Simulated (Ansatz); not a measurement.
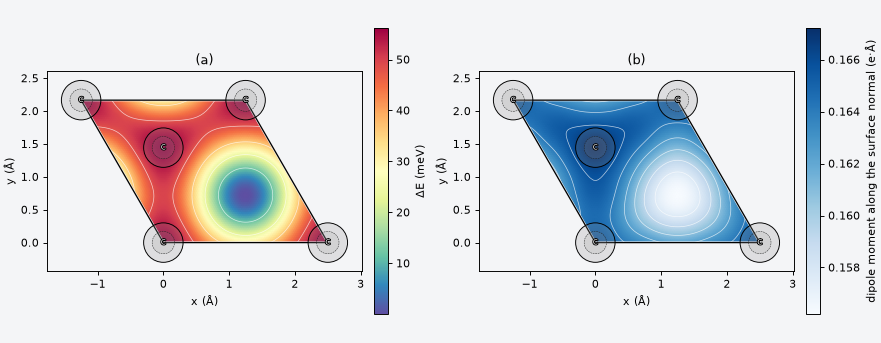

CO on a C(001) slab cut from the P6_3/mmc phase, its upper half relaxed before the scan (40 atoms of substrate and one adsorbate in a 2 × 2 cell). 
- CO (O end down) is moved over the surface cell at a fixed height above a rigid substrate; the origin of the map has the adsorbate above C33; the height is held at 2.70 Å.
- Places are given modulo a cell vector. The map is drawn in real space over the plane of the surface.
- The scan uses a 6 × 6 grid; 10 points were computed and 26 follow by symmetry.
- Places are given in fractions of the 1 × 1 surface cell.
- Energies: meV, counted from the lowest grid point.
- At a fixed height the lowest place need not be the adsorption site.
- Theory: DFT PBE+D3(BJ), scalar-relativistic, plane waves, PAW (Ansatz). Settings: cutoff 420 eV, k-mesh 6×6×1, gaussian smearing 0.05 eV, no spin polarisation.

Panel (a) is the energy; panel (b) is the computed dipole moment along the surface normal, in e·Å.

In the figure: a smooth colour map with a few white contour lines, labelled circles for the atoms of the top layer and small ones for the second layer, the outline of one cell of the plane. Between grid points the surface is interpolated.

### How does the dipole moment along the surface normal vary over the map, and what is it at the lowest grid point?

It runs from 0.16 e·Å at a sixfold hollow, (4/6, 2/6) of the cell vectors to 0.17 e·Å at the top site over a surface C atom, (2/6, 4/6) of the cell vectors. At the lowest grid point, a sixfold hollow, (4/6, 2/6) of the cell vectors, it is 0.16 e·Å.

PAW datasets: the set soft_1.
